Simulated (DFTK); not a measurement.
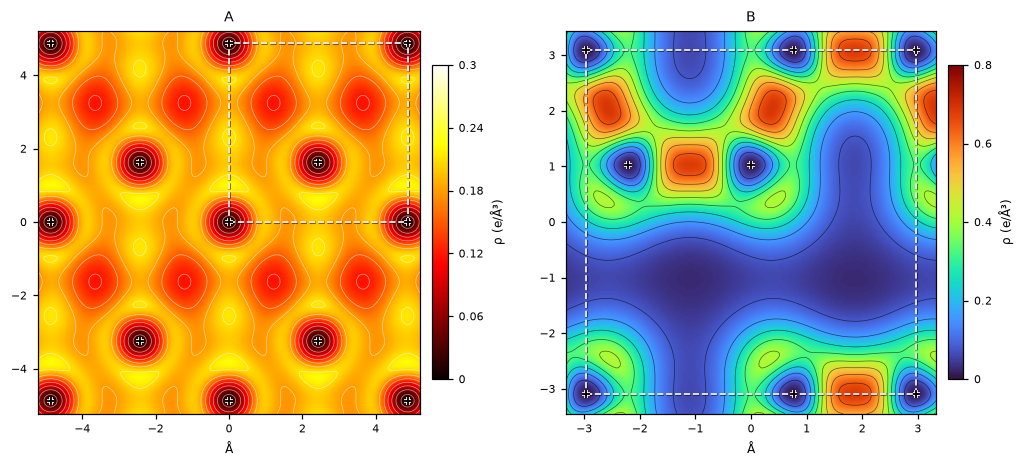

The valence electron density of 2 systems, each on a plane through atoms (crosses mark nuclei in the plane).

These are results of DFTK, Kohn-Sham DFT of a periodic cell, PBE, dojo.nc.sr.PBE.v0_4_1.standard.upf, not measurements.

System 1: Si, the (110) plane of the conventional cell. Space group P6₃/mmc; a structure from a database of computed crystals, not necessarily the ambient phase; computed pressure about 30 GPa in this cell.

```
Si
1.0
     3.57256    0.00000    0.00000
    -1.78628    3.09392    0.00000
     0.00000    0.00000    5.94607
Si
4
Direct
  0.66667 0.33333 0.93566
  0.33333 0.66667 0.43566
  0.66667 0.33333 0.56434
  0.33333 0.66667 0.06434
```

System 2: Al, the (110) plane of the conventional cell. Space group P6₃/mmc; a structure from a database of computed crystals, not necessarily the ambient phase.

```yaml
crystal:
  lattice:
    - [2.81246, 0.00000, 0.00000]
    - [-1.40623, 2.43566, 0.00000]
    - [0.00000, 0.00000, 4.86685]
  atoms:
    - { symbol: Al, position: [0.33333, 0.66667, 0.25000] }
    - { symbol: Al, position: [0.66667, 0.33333, 0.75000] }
```

Match each panel to its system.

Answer. Panel A is system 2, Al: the plane holds Al. Al–Al (2.93 Å): ρ at the midpoint is about 0.19 e/Å³. Panel B is system 1, Si: the plane holds Si. Si–Si (2.20 Å): ρ is about 0.69 e/Å³ halfway.
